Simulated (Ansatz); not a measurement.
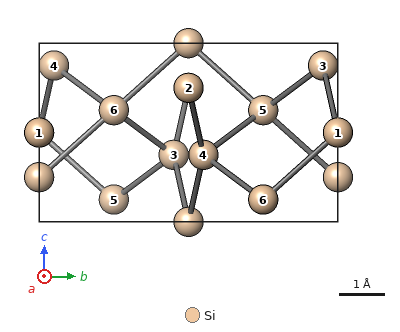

Starting structure of crystalline Si (a generated structure, set up in I4_122) (coarse preliminary run). A ball-and-stick model of the conventional cell (2 times the calculation's cell), seen along the a axis. Lengths and directions refer to the drawn axes.

Computed with DFT PBE, scalar-relativistic, plane waves, PAW in Ansatz 0.2.0.

Input
```yaml
crystal:
  lattice:
    - [-3.33275711, 3.33275711, 1.99299481]
    - [3.33275711, -3.33275711, 1.99299481]
    - [3.33275711, 3.33275711, -1.99299481]
  atoms:
    - { symbol: Si, position: [0.5, 0.5, 0.0] }
    - { symbol: Si, position: [0.25, 0.75, 0.5] }
    - { symbol: Si, position: [0.82517507, 0.625, 0.70017507] }
    - { symbol: Si, position: [0.92482493, 0.125, 0.29982493] }
    - { symbol: Si, position: [0.375, 0.17482493, 0.29982493] }
    - { symbol: Si, position: [0.875, 0.07517507, 0.70017507] }
basis:
  ecutwfc: 420
kpoints:
  mp_grid: { grid: [6, 6, 6] }
hamiltonian:
  xc: pbe
scf:
  occupations: { method: gaussian, width: 0.1 }
  lower_state_search: "off"
output:
  forces: true
  stress: true
  eigenvalues: true
relax:
  adjacent_minimum: "off"
  f_tol: 0.04
  max_steps: 70
  cell: { stress_tol: 0.4 }
```

Run as
```bash
ansatz run input.yaml --threads 1 --pin off --max-ram 2560MiB --backend cpu --events-out ev --progress --plain --runs-dir out
```

Predict the outcome.

The largest moves relative to the cell, 0.084 Å, are those of Si3, Si4, Si5 and Si6. Si3 goes along +b. Cell: a = b 6.666 → 7.177 Å (+7.7 %), c 3.986 → 4.203 Å (+5.4 %). Volume +22.2 %. Among the contacts that change: Si3–Si5 2.134 → 2.393 Å, Si1–Si3 2.263 → 2.404 Å. Among the angles between lasting bonds that change: Si3–Si2–Si6 130.7° → 126.9°, Si1–Si4–Si2 163.1° → 166.9°, Si1–Si4–Si5 86.5° → 83.5°. The space group stays I4_122 (No. 98). After 5 accepted moves (6 points after the start) the energy has fallen by 2.192 eV per cell of the calculation. Largest force component: 3.3 eV/Å at the start, 0.0029 eV/Å at the end. Pressure: 34.20 GPa at the start and 0.00 GPa at the end. At 1 point the geometry stayed and the basis and grid were re-selected for the new cell (energy shift of 10.7 meV per cell of the calculation at most each time). The run took 37 s on 1 thread of Arm Neoverse V1, on a shared host, peak memory 0.34 GiB.

Final geometry:

```
CELL_PARAMETERS angstrom
-3.58852 3.58852 2.10143
3.58852 -3.58852 2.10143
3.58852 3.58852 -2.10143
ATOMIC_POSITIONS crystal
Si 0.50000 0.50000 0.00000
Si 0.25000 0.75000 0.50000
Si 0.83682 0.62500 0.71182
Si 0.91318 0.12500 0.28818
Si 0.37500 0.16318 0.28818
Si 0.87500 0.08682 0.71182
```

The end point in the same view:

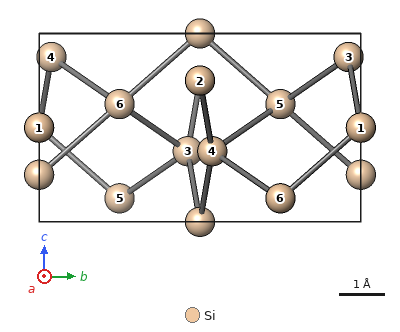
